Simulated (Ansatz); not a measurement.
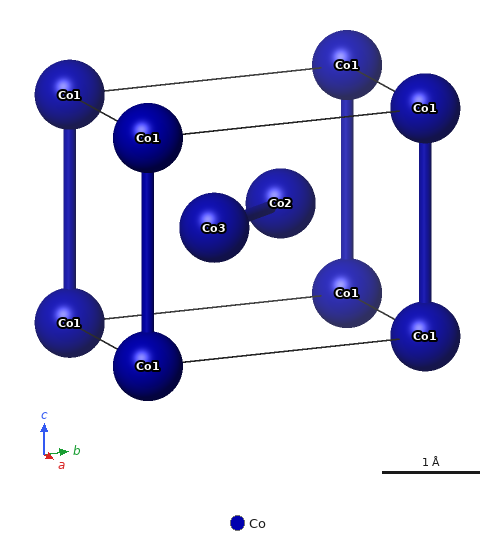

Fig. 1: The input geometry of the first run (ball-and-stick view of the cell of the calculation, seen slightly off an axis; atoms are numbered from 1 in the order of the input).

# Two runs on Co

System: Co (P6/mmm, 3 atoms in the cell).
Method of the first run: DFT, BLYP, plane waves (420 eV) with PAW, scalar-relativistic, no spin polarisation (Ansatz 0.2.0).

Text and figures count atoms from 1; the logs count them from 0 in places.

Input file, the first run:
```yaml
crystal:
  lattice:
    - [3.8565073634, 0.0, 0.0]
    - [-1.9282536817, 3.3398333466, 0.0]
    - [0.0, 0.0, 2.3696738304]
  atoms:
    - { symbol: Co, position: [0.0, 0.0, 0.0] }
    - { symbol: Co, position: [0.3333333333, 0.6666666667, 0.5] }
    - { symbol: Co, position: [0.6666666667, 0.3333333333, 0.5] }
hamiltonian:
  xc: blyp
  pseudopotentials:
    kind: paw
    azcp:
      Co: "pseudopotentials/Co.paw.azcp"
basis:
  ecutwfc: 420
  fft_grid_basis: typed
kpoints:
  mp_grid: { grid: [10, 10, 14], shift: [0, 0, 0] }
magnetization:
  spin_polarized: false
scf:
  occupations: { method: fermi_dirac, width: 0.1 }
  lower_state_search: "off"
output:
  stress: true
```

Hardware: 2 threads of an Arm (aarch64) CPU, shared host.

Output, shortened to warnings, some set-up lines, iterations and results (the first run):
```
Basis set: ecut = 420 eV, 619 PW (Γ), exchange–correlation on 54×54×32 points (8 copies of the dense FFT grid, shifted against one another)
Symmetry: 24 space group operations
k-points: 112 of 1400
Initial density: superposition of atomic densities (neutral atoms: chi_scale 0, normalization atom), corrected by the library's trained network
[...]
SCF iter   1: F=—  HF=-15401.741339 eV  |F-HF|=—  |Δ(HF+E_count)|=         —  Δρ=4.38e-2  dr2=4.20e-1  ethr=1.77e-3  ⟨swp⟩=4.5  Hψ=11008  notcnv=0
SCF iter   2: F=—  HF=-15401.710624 eV  |F-HF|=—  |Δ(HF+E_count)|=   3.07e-2  Δρ=2.94e-2  dr2=2.32e-1  ethr=8.23e-4  ⟨swp⟩=2.0  Hψ=4714  notcnv=0
SCF iter   3: F=—  HF=-15401.695959 eV  |F-HF|=—  |Δ(HF+E_count)|=   1.47e-2  Δρ=6.47e-3  dr2=1.11e-2  ethr=4.54e-4  ⟨swp⟩=1.0  Hψ=3472  notcnv=0
SCF iter   4: F=—  HF=-15401.696452 eV  |F-HF|=—  |Δ(HF+E_count)|=   4.93e-4  Δρ=3.41e-3  dr2=1.15e-3  ethr=2.17e-5  ⟨swp⟩=1.6  Hψ=3766  notcnv=0
SCF iter   5: F=—  HF=-15401.696276 eV  |F-HF|=—  |Δ(HF+E_count)|=   1.77e-4  Δρ=7.64e-4  dr2=7.45e-5  ethr=2.25e-6  ⟨swp⟩=1.3  Hψ=3542  notcnv=0
SCF iter   6: F=—  HF=-15401.696311 eV  |F-HF|=—  |Δ(HF+E_count)|=   3.55e-5  Δρ=9.66e-5  dr2=1.50e-6  ethr=1.46e-7  ⟨swp⟩=2.1  Hψ=4657  notcnv=0
SCF iter   7: F=-15401.696311 eV  HF=-15401.696311 eV  |F-HF|=1.24e-9  |Δ(HF+E_count)|=   3.59e-7  Δρ=2.76e-5  dr2=6.51e-8  ethr=1.96e-10  ⟨swp⟩=3.7  Hψ=15693  notcnv=0
SCF 1 converged in 7 iterations: F = -15401.696311 eV  dr2 = 6.51e-8
SCF converged after 7 iterations
Free energy (F): -15401.696311 eV
Harris-Foulkes:  -15401.696311 eV  (|F-HF|=1.24e-9)
Internal energy: -15401.412004 eV  (E = F + TS)
E sigma→0 (E₀):  -15401.554158 eV
Entropy (-TS):   -0.284307 eV (-94.769 meV/atom)
Fermi energy:    20.593033 eV
--- Per-component energies (eV) ---
  E_band       = -634.141749
  E_kinetic    = 1371.604260
  E_local      = -8262.387518  (includes V_loc(G=0)·N_el)
  E_nonlocal   = 1361.740430
  E_hartree    = 3488.789822
  E_xc         = -474.637347
  E_vxc        = -610.671029  (∫ρ·V_xc dr)
  E_paw        = -4580.324593  (= ΣΔE_a)
  E_vpaw       = -1471.990649  (= ΣTr[D̂ρ^β])
  E_aug_tail   = 0.000275  (compensation charges beyond the density's cutoff)
  E_ewald      = -8306.218604
  E_core_change = 0.021271  (= ΣΔE_core)
  E_smearing   = -0.284307  (= −TS)
  E_closure    = 0.000000  (closes the sum)
  Σ components = -15401.696311   (vs F -15401.696311, Δ=0.00e0)
--- Stress (GPa, compression-positive) ---
       21.593096      -0.000000       0.000000
       -0.000000      21.593096       0.000000
        0.000000       0.000000      20.300140
  P = ⅓ Tr σ = 21.1621 GPa (211.621 kbar)
```

The input of the second run differs as follows (lines with − go, lines with + come):
```diff
-    - [3.8565073634, 0.0, 0.0]
-    - [-1.9282536817, 3.3398333466, 0.0]
-    - [0.0, 0.0, 2.3696738304]
+    - [3.9116077701, 0.0, 0.0]
+    - [-1.9558038851, 3.3875516985, 0.0]
+    - [0.0, 0.0, 2.403530888]
```

Predict how the results change.

With the same functional and potentials, the second run lies 41.5 meV per atom lower. The pressure goes from 21.16 to 9.36 GPa. The volume per atom goes from 10.17 to 10.62 Å³. The cell is scaled evenly with the atoms at fixed fractional positions, so −ΔP/Δ ln V estimates the bulk modulus midway between the two volumes: about 280 GPa. The SCF takes 8 iterations against 7. The plane waves at Γ go from 619 to 621.

Output, shortened to warnings, some set-up lines, iterations and results (the second run):
```
Basis set: ecut = 420 eV, 621 PW (Γ), exchange–correlation on 54×54×36 points (8 copies of the dense FFT grid, shifted against one another)
Symmetry: 24 space group operations
k-points: 112 of 1400
Initial density: superposition of atomic densities (neutral atoms: chi_scale 0, normalization atom), corrected by the library's trained network
[...]
SCF iter   1: F=—  HF=-15401.864153 eV  |F-HF|=—  |Δ(HF+E_count)|=         —  Δρ=4.01e-2  dr2=3.57e-1  ethr=1.77e-3  ⟨swp⟩=4.4  Hψ=10993  notcnv=0
SCF iter   2: F=—  HF=-15401.834173 eV  |F-HF|=—  |Δ(HF+E_count)|=   3.00e-2  Δρ=2.60e-2  dr2=1.87e-1  ethr=6.99e-4  ⟨swp⟩=2.0  Hψ=4711  notcnv=0
SCF iter   3: F=—  HF=-15401.820509 eV  |F-HF|=—  |Δ(HF+E_count)|=   1.37e-2  Δρ=5.63e-3  dr2=8.54e-3  ethr=3.66e-4  ⟨swp⟩=1.0  Hψ=3472  notcnv=0
SCF iter   4: F=—  HF=-15401.820999 eV  |F-HF|=—  |Δ(HF+E_count)|=   4.91e-4  Δρ=3.52e-3  dr2=1.21e-3  ethr=1.68e-5  ⟨swp⟩=1.7  Hψ=3981  notcnv=0
SCF iter   5: F=—  HF=-15401.820719 eV  |F-HF|=—  |Δ(HF+E_count)|=   2.80e-4  Δρ=6.71e-4  dr2=6.51e-5  ethr=2.37e-6  ⟨swp⟩=1.2  Hψ=3503  notcnv=0
SCF iter   6: F=—  HF=-15401.820781 eV  |F-HF|=—  |Δ(HF+E_count)|=   6.15e-5  Δρ=1.09e-4  dr2=1.73e-6  ethr=1.28e-7  ⟨swp⟩=2.2  Hψ=4826  notcnv=0
SCF iter   7: F=—  HF=-15401.820781 eV  |F-HF|=—  |Δ(HF+E_count)|=   2.54e-7  Δρ=3.45e-5  dr2=1.08e-7  ethr=3.39e-9  ⟨swp⟩=2.1  Hψ=4877  notcnv=0
SCF iter   8: F=-15401.820781 eV  HF=-15401.820781 eV  |F-HF|=8.41e-9  |Δ(HF+E_count)|=   2.43e-8  Δρ=6.46e-6  dr2=3.82e-9  ethr=1.96e-10  ⟨swp⟩=4.0  Hψ=12372  notcnv=0
SCF 1 converged in 8 iterations: F = -15401.820781 eV  dr2 = 3.82e-9
SCF converged after 8 iterations
Free energy (F): -15401.820781 eV
Harris-Foulkes:  -15401.820781 eV  (|F-HF|=8.41e-9)
Internal energy: -15401.520985 eV  (E = F + TS)
E sigma→0 (E₀):  -15401.670883 eV
Entropy (-TS):   -0.299796 eV (-99.932 meV/atom)
Fermi energy:    19.556851 eV
--- Per-component energies (eV) ---
  E_band       = -681.514804
  E_kinetic    = 1367.555744
  E_local      = -8445.540099  (includes V_loc(G=0)·N_el)
  E_nonlocal   = 1361.210013
  E_hartree    = 3557.090612
  E_xc         = -473.308728
  E_vxc        = -608.842794  (∫ρ·V_xc dr)
  E_paw        = -4579.336005  (= ΣΔE_a)
  E_vpaw       = -1470.081933  (= ΣTr[D̂ρ^β])
  E_aug_tail   = 0.000232  (compensation charges beyond the density's cutoff)
  E_ewald      = -8189.214024
  E_core_change = 0.021271  (= ΣΔE_core)
  E_smearing   = -0.299796  (= −TS)
  E_closure    = 0.000000  (closes the sum)
  Σ components = -15401.820781   (vs F -15401.820781, Δ=0.00e0)
--- Stress (GPa, compression-positive) ---
        9.516989      -0.000000       0.000000
       -0.000000       9.516989       0.000000
        0.000000       0.000000       9.044859
  P = ⅓ Tr σ = 9.3596 GPa (93.596 kbar)
```

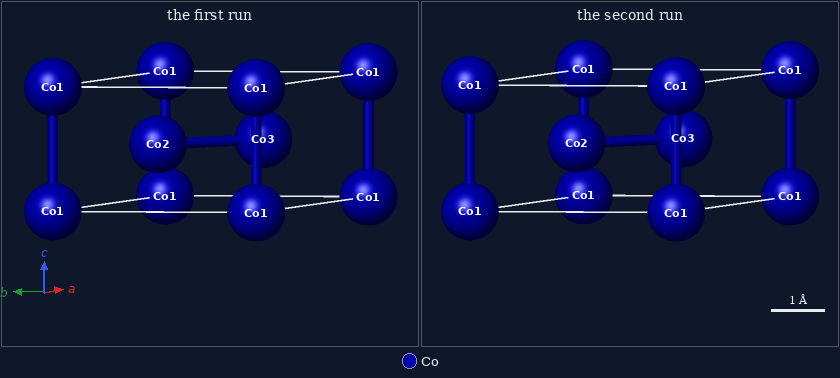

Fig. 2: The two input geometries at one scale (ball-and-stick view of the cell of the calculation, seen at an oblique angle). No atom moves by more than 0.005 Å relative to the cell. Cell: a = b 3.857 → 3.912 Å (+1.4 %), c 2.370 → 2.404 Å (+1.4 %). Volume +4.3 %. Among the contacts that change: Co1–Co1 2.370 → 2.404 Å, Co2–Co3 2.227 → 2.258 Å.

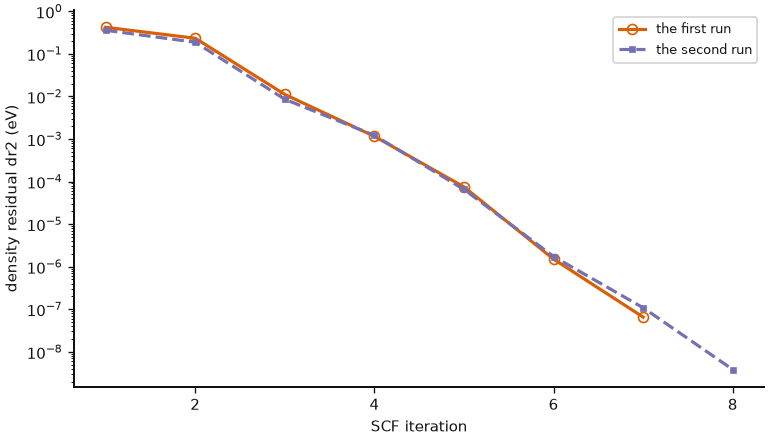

Fig. 3: Convergence of the two runs: density residual dr2 against the SCF iteration. The first run takes 7 iterations in all, and the second run takes 8.

The two runs side by side:

| quantity | the first run | the second run |
| --- | --- | --- |
| outcome | converged | converged |
| free energy per atom (eV) | −5133.8988 | −5133.9403 |
| energy per atom, smearing taken to zero (eV) | −5133.8514 | −5133.8903 |
| pressure (GPa) | 21.16 | 9.36 |
| volume per atom (Å³) | 10.17 | 10.62 |
| SCF iterations | 7 | 8 |
| irreducible k-points | 112 | 112 |
| plane waves at Γ | 619 | 621 |
| wall time (shared host) | 2.1 s | 2.4 s |

For both runs: The run has no spin polarisation, so a magnetic state may lie lower. For the first run: The cell is under a pressure of 21 GPa at this level, so it is not at its equilibrium volume. For the second run: The cell is under a pressure of 9.4 GPa at this level, so it is not at its equilibrium volume.
